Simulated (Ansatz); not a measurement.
Here is a crystal structure:

```
CELL_PARAMETERS angstrom
4.89247 0.00000 0.00000
0.00000 4.89247 0.00000
0.00000 0.00000 4.89247
ATOMIC_POSITIONS crystal
Gd 0.50000 0.00000 0.00000
N 0.00000 0.00000 0.00000
Gd 0.50000 0.50000 0.50000
N 0.00000 0.50000 0.50000
Gd 0.00000 0.00000 0.50000
N 0.50000 0.00000 0.50000
Gd 0.00000 0.50000 0.00000
N 0.50000 0.50000 0.00000
```

**What crystal do these data define?**

Its composition is GdN. It takes space group Fm-3m (No. 225) on a face-centred cubic lattice. The arrangement is known as rock salt (NaCl type). Cell content 4 Gd, 4 N; Z = 4. Gd bonds to six N in an octahedral arrangement at 2.45 Å. N bonds to six Gd in an octahedral arrangement at 2.45 Å. The bonds build a three-dimensional framework.

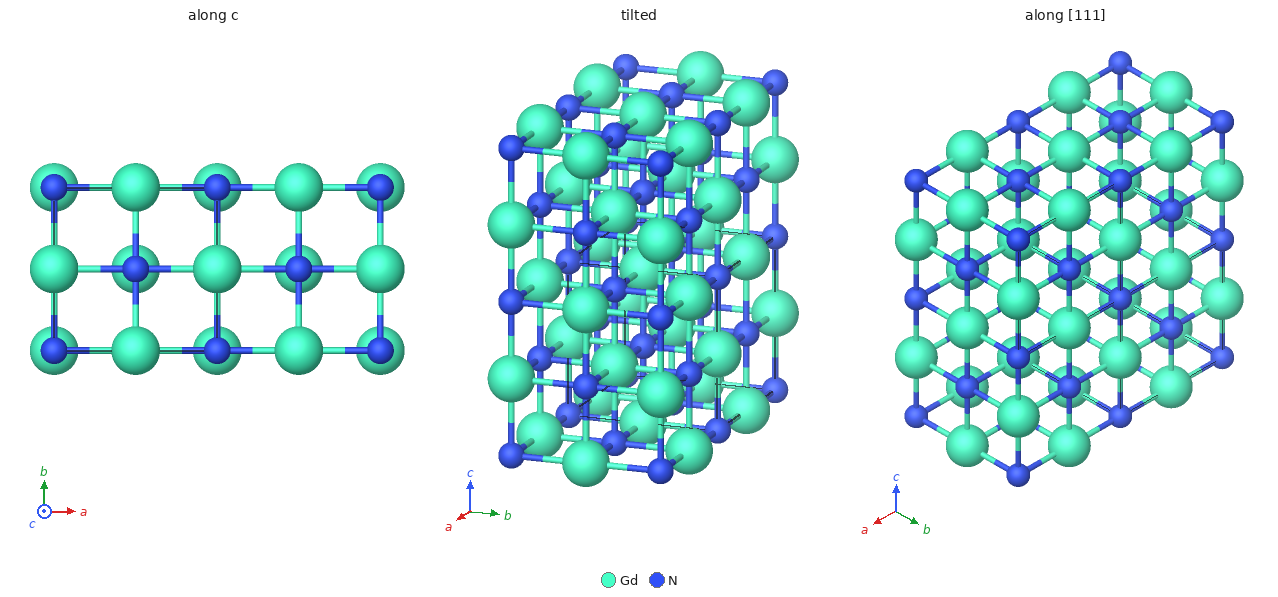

Ball-and-stick representation of a periodic structure, projected along the c axis, slightly off an axis and along [111]. Solid lines give the conventional unit cell, repeated here 2×1×2 times. Colours: gadolinium teal, nitrogen blue.

The structure comes from a structure type known for this compound. The cell was then strained or its atoms displaced on purpose. Ansatz was used for an electronic-structure calculation on it.

At this level of theory the run's own cell isn't at rest (compressed, at 9 GPa), so its distances can differ from those at equilibrium, the more so the softer the solid.
